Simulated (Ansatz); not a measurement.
Al

Input

```
crystal:
  lattice:
    - [0.0, 2.260547292, 2.4924591098]
    - [1.5130620678, 0.0, 2.4924591098]
    - [1.5130620678, 2.260547292, 0.0]
  atoms:
    - { symbol: Al, position: [0.0, 0.0, 0.0] }
basis:
  ecutwfc: 420
kpoints:
  mp_grid: { grid: [24, 24, 24] }
hamiltonian:
  xc: pbe
scf:
  occupations: { method: gaussian, width: 0.1 }
output:
  forces: true
  stress: true
  eigenvalues: true
  write_density: true
  write_potential: true
  elf: true
  volumetric_format: npy
relax:
  adjacent_minimum: "off"
  f_tol: 0.01
  max_steps: 80
  cell: { stress_tol: 0.05 }
```

Launched as:

```sh
ansatz run input.yaml --threads 1 --pin off --max-ram 2560MiB --backend cpu --events-out ev --progress --plain --runs-dir out
```

Below, planes, directions and counts refer to the conventional cell (a = 3.47 Å, b = 3.47 Å, c = 2.82 Å, α = 90.00°, β = 90.00°, γ = 90.01°).

The fields are those of the relaxed geometry.

Space group I4/mmm; a structure generated by program, which may or may not match a known phase; computed without spin polarisation.

Method: DFT PBE, scalar-relativistic, plane waves, PAW (Ansatz).

What will maps of the valence pseudo-density and electron localisation function show?

Al–Al (2.83 Å): ρ at the midpoint is about 0.2 e/Å³; the ELF peaks at about 0.65 between the atoms.

Does the calculation give a band gap?

It is metallic or semimetallic at this level of theory: no gap opens.

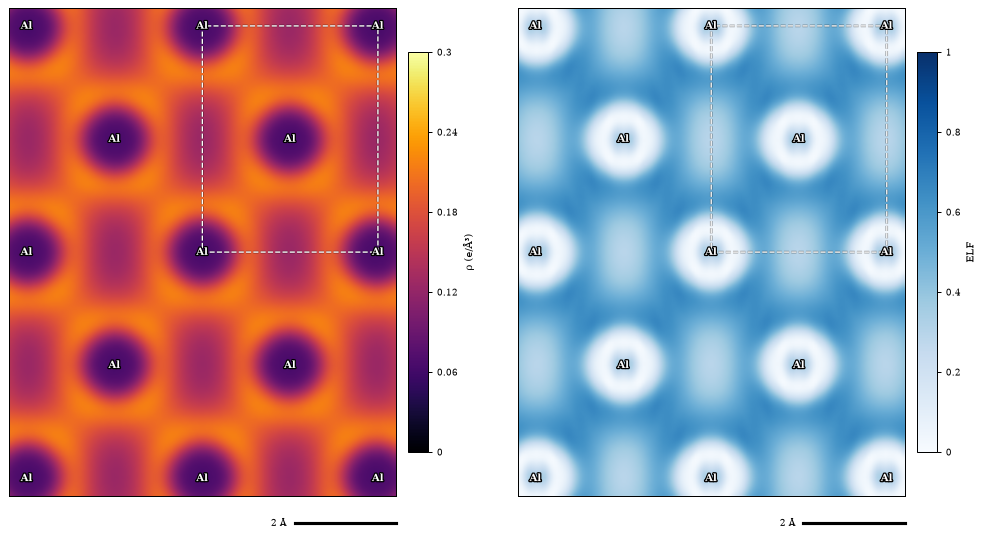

Computed valence pseudo-density and electron localisation function on the (011) plane of the conventional cell, in this order. 

In a PAW calculation such maps are meaningful between the atoms, not at the nuclei.
